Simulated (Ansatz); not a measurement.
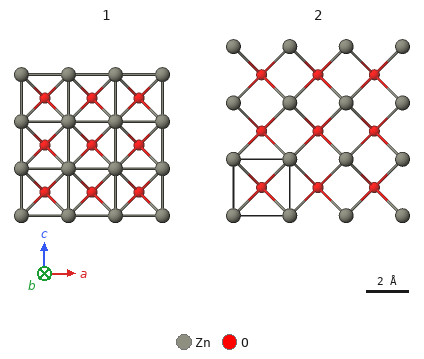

Two geometries of crystalline ZnO (built on the CsCl type), drawn at one scale. One is the start of a relaxation, the other its converged end. The picture is a ball-and-stick view of the cell of the calculation, repeated 3 × 1 × 3 with one cell outlined, seen along the b axis.

Computed with DFT, PBE, plane waves, PAW (Ansatz 0.2.0). Set-up: plane-wave cutoff 420 eV; k-point mesh 10 × 10 × 10; occupations fermi dirac; smearing width 0.02 eV; no spin polarisation; cell and atoms relaxed; force threshold 0.005 eV/Å.

### Which of the two is the end point?

Structure 2 is the relaxed one. The energy falls by 2297 meV per atom in 9 accepted moves (11 points after the start). All forces vanish by symmetry, so only the cell relaxes. The pressure goes from 298.40 to −0.03 GPa. At 2 points the geometry stayed and the basis and grid were re-selected for the new cell (energy shift of 190 meV per atom at most each time). The atoms keep their places relative to the cell (all moves are under 0.005 Å). The volume changes by +72.1 %, with a = b = c 2.243 → 2.688 Å (+19.8 %). Among the contacts that change: Zn–Zn 2.243 → 2.688 Å, O–Zn 1.942 → 2.328 Å. The space group stays Pm-3m (No. 221). Cost: 6.7 s on 2 threads of Arm Neoverse V1, with other jobs on the host, peak memory 0.3 GiB.
